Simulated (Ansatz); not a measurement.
## PtSe2: 6 runs along one coordinate

System: PtSe2 (P-3m1, 3 atoms in the cell).
Method: Kohn-Sham DFT of a periodic cell, LDA, Ansatz PAW, no spin polarisation (Ansatz 0.2.0).

The 6 runs differ only in the geometry, by an even scaling of the cell at fixed fractional positions. The structure derives from an entry of the Crystallography Open Database.

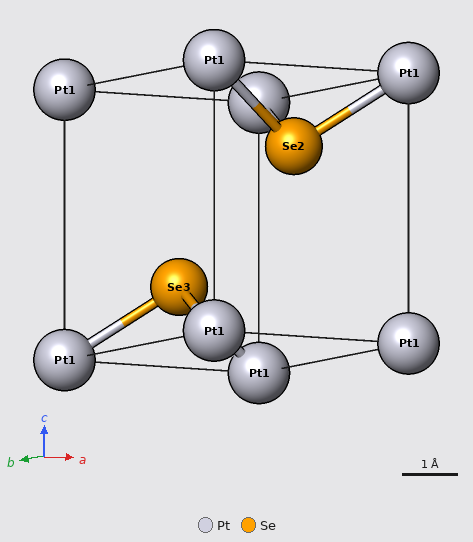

Figure 1. The structure of run 4 (ball-and-stick view of the cell of the calculation, seen at an oblique angle; atoms are numbered from 1 in the order of the input).

### Input of run 4
```yaml
crystal:
  lattice:
    - [3.724, 0.0, 0.0]
    - [-1.862, 3.2250786037, 0.0]
    - [0.0, 0.0, 5.062]
  atoms:
    - { symbol: Pt, position: [0.0, 0.0, 0.0] }
    - { symbol: Se, position: [0.6666666667, 0.3333333333, 0.75] }
    - { symbol: Se, position: [0.3333333333, 0.6666666667, 0.25] }
hamiltonian:
  xc: lda
  pseudopotentials: { kind: paw }
kpoints:
  mp_grid: { grid: [8, 8, 5] }
scf:
  occupations: { method: fermi_dirac, width: 0.05 }
output:
  forces: true
  stress: true
  eigenvalues: true
```

Command:
```bash
ansatz run input.yaml --threads 2 --pin off --max-ram 5120MiB --backend cpu --events-out ev --progress --plain --runs-dir out
```

Run 2 differs from it as follows:
```diff
-    - [3.724, 0.0, 0.0]
-    - [-1.862, 3.2250786037, 0.0]
-    - [0.0, 0.0, 5.062]
+    - [3.6736695059, 0.0, 0.0]
+    - [-1.836834753, 3.1814911172, 0.0]
+    - [0.0, 0.0, 4.9935862081]
```

### Results, with one run withheld

| run | volume per atom (Å³) | free energy per atom, from the lowest run given (meV) | pressure (GPa) |
| --- | --- | --- | --- |
| 1 | 19.049 | 30.45 | 9.06 |
| 2 | 19.455 | ? | ? |
| 3 | 19.860 | 2.28 | 2.34 |
| 4 | 20.265 | 0.00 | −0.48 |
| 5 | 20.671 | 4.44 | −2.98 |
| 6 | 21.481 | 30.56 | −7.18 |

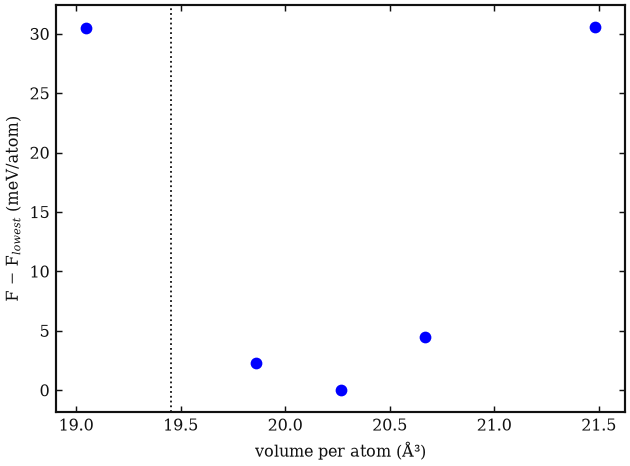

Figure 2. Free energy per atom of the runs given; the dotted line marks run 2.

What should run 2 give?

A cubic polynomial in V^(−2/3) (the Birch–Murnaghan form), fitted to the 5 runs given, misses them by under 0.01 meV per atom. With x = V^(−2/3) − 0.13465 Å⁻², it reads F = −0.064637 − 428.99 x + 1.0497e+06 x² + 3.1989e+06 x³ (meV per atom). At run 2 it gives 12.10 meV per atom, and the run itself gives 12.12. The slope of the fit gives a pressure −dF/dV of 5.49 GPa there, and the run prints 5.50 GPa. The fit has its minimum at 20.193 Å³ per atom, where V d²F/dV² gives 135 GPa. Cell shape and fractional positions are held, so this is the stiffness under even scaling; the relaxed bulk modulus wasn't computed and can be far lower in a crystal of layers, chains or molecules like this one.

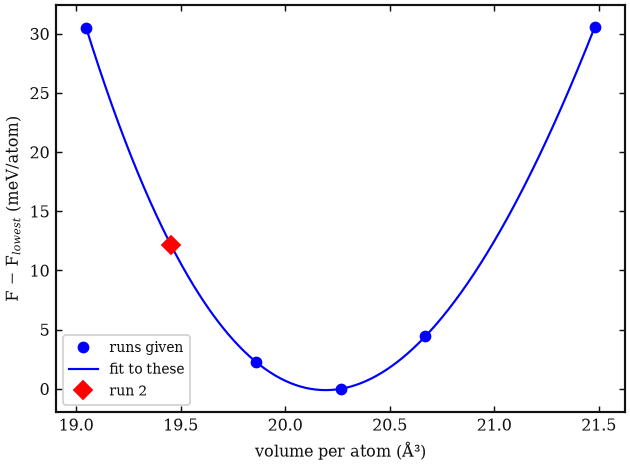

Figure 3. The fit and the withheld run.

### Output, shortened to warnings, some set-up lines, iterations and results (run 2)
```
Basis set: ecut = 420 eV, 1133 PW (Γ)
Symmetry: 12 space group operations
k-points: 40 of 320
Initial density: superposition of atomic densities (neutral atoms: chi_scale 0, normalization atom), corrected by the library's trained network
[...]
SCF iter   1: F=—  HF=-23012.714130 eV  |F-HF|=—  |Δ(HF+E_count)|=         —  Δρ=5.32e-3  dr2=7.91e-3  ethr=1.77e-3  ⟨swp⟩=6.2  Hψ=4733  notcnv=0
SCF iter   2: F=—  HF=-23012.714140 eV  |F-HF|=—  |Δ(HF+E_count)|=   9.31e-6  Δρ=1.81e-3  dr2=2.79e-3  ethr=1.58e-5  ⟨swp⟩=2.0  Hψ=2554  notcnv=0  defer=5
SCF iter   3: F=—  HF=-23012.713236 eV  |F-HF|=—  |Δ(HF+E_count)|=   9.03e-4  Δρ=5.26e-4  dr2=2.81e-4  ethr=5.59e-6  ⟨swp⟩=2.0  Hψ=2003  notcnv=0  defer=5
SCF iter   4: F=—  HF=-23012.713132 eV  |F-HF|=—  |Δ(HF+E_count)|=   1.04e-4  Δρ=8.93e-5  dr2=3.22e-6  ethr=5.63e-7  ⟨swp⟩=2.5  Hψ=1903  notcnv=0  defer=5
SCF iter   5: F=—  HF=-23012.713132 eV  |F-HF|=—  |Δ(HF+E_count)|=   4.16e-7  Δρ=2.28e-5  dr2=2.70e-7  ethr=6.44e-9  ⟨swp⟩=2.8  Hψ=2182  notcnv=0  defer=5
SCF iter   6: F=-23012.713132 eV  HF=-23012.713132 eV  |F-HF|=3.13e-9  |Δ(HF+E_count)|=   4.23e-8  Δρ=4.34e-6  dr2=8.51e-9  ethr=2.00e-10  ⟨swp⟩=5.3  Hψ=5158  notcnv=0
SCF 1 converged in 6 iterations: F = -23012.713132 eV  dr2 = 8.51e-9
SCF converged after 6 iterations
Free energy (F): -23012.713132 eV
Harris-Foulkes:  -23012.713132 eV  (|F-HF|=3.13e-9)
Internal energy: -23012.707042 eV  (E = F + TS)
E sigma→0 (E₀):  -23012.710087 eV
Entropy (-TS):   -0.006091 eV (-2.030 meV/atom)
Fermi energy:    13.868393 eV
--- Per-component energies (eV) ---
  E_band       = -943.663335
  E_kinetic    = 880.768713
  E_local      = -6690.845064  (includes V_loc(G=0)·N_el)
  E_nonlocal   = -969.989803
  E_hartree    = 3105.147748
  E_xc         = -469.978808
  E_vxc        = -502.861217  (∫ρ·V_xc dr)
  E_paw        = -12833.146337  (= ΣΔE_a)
  E_vpaw       = 128.971598  (= ΣTr[D̂ρ^β])
  E_aug_tail   = -0.001024  (compensation charges beyond the density's cutoff)
  E_ewald      = -6039.561060
  E_core_change = 4.898594  (= ΣΔE_core)
  E_smearing   = -0.006091  (= −TS)
  E_closure    = 0.000000  (closes the sum)
  Σ components = -23012.713132   (vs F -23012.713132, Δ=0.00e0)
--- Forces (eV/Å), atoms counted from 1 ---
  atom   1  Pt     0.00000000    -0.00000000     0.00000000
  atom   2  Se    -0.00000000    -0.00000000    -0.73857172
  atom   3  Se     0.00000000     0.00000000     0.73857172
  max |Σ_I F_I| component: 4.63e-18 eV/Å
--- Stress (GPa, compression-positive) ---
        6.568889      -0.000000       0.000000
       -0.000000       6.568889      -0.000000
        0.000000      -0.000000       3.364186
  P = ⅓ Tr σ = 5.5007 GPa (55.007 kbar)
```

Notes: Spin–orbit coupling is left out, which matters for Pt.
